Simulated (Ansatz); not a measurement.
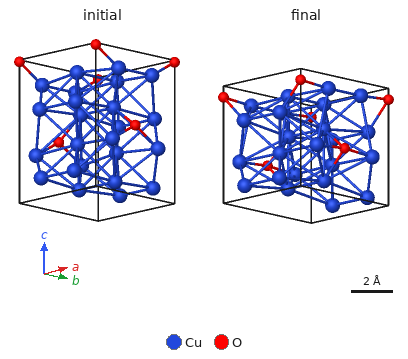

The structure of a crystal of Cu8O (set up in Amm2) before (left) and after (right) a relaxation, at one scale.

Style: ball-and-stick. Shown: the conventional cell (2 times the calculation's cell), from a free direction. Lengths and directions refer to the drawn axes.

The calculation used Ansatz, DFT PBEsol, scalar-relativistic, plane waves, PAW. Settings: plane-wave cutoff 420 eV; k-point mesh 8 × 8 × 8; occupations gaussian; smearing width 0.1 eV; no spin polarisation; cell and atoms relaxed; force threshold 0.005 eV/Å; at most 80 steps.

> What changed between the two?

The run was cut off at its time limit before the relaxation converged, so the last structure is only a point on the way. The largest move relative to the cell is that of the O atom, 0.49 Å along −c. By element the largest moves are O 0.49 Å, Cu 0.31 Å. Cell: a 5.363 → 5.415 Å (+1.0 %), b 5.515 → 6.157 Å (+11.6 %), c 7.301 → 5.971 Å (−18.2 %). Volume −7.8 %. Near-neighbour distances that change, for instance: Cu–Cu 3.795 → 2.644 Å, Cu–O 3.012 → 2.022 Å, Cu–Cu 3.650 → 3.040 Å, Cu–Cu 3.675 → 3.092 Å. Among the angles between lasting bonds that change: Cu–O–Cu 119.2° → 172.9°, Cu–O–Cu 107.6° → 92.3°, Cu–O–Cu 106.4° → 101.0°. The space group stays Amm2 (No. 38). Over 6 geometry steps the energy falls by 65.7 meV per atom. Largest force component: 0.19 eV/Å at the start, 0.55 eV/Å at the end. Pressure: −4.63 GPa at the start and 3.40 GPa at the end.
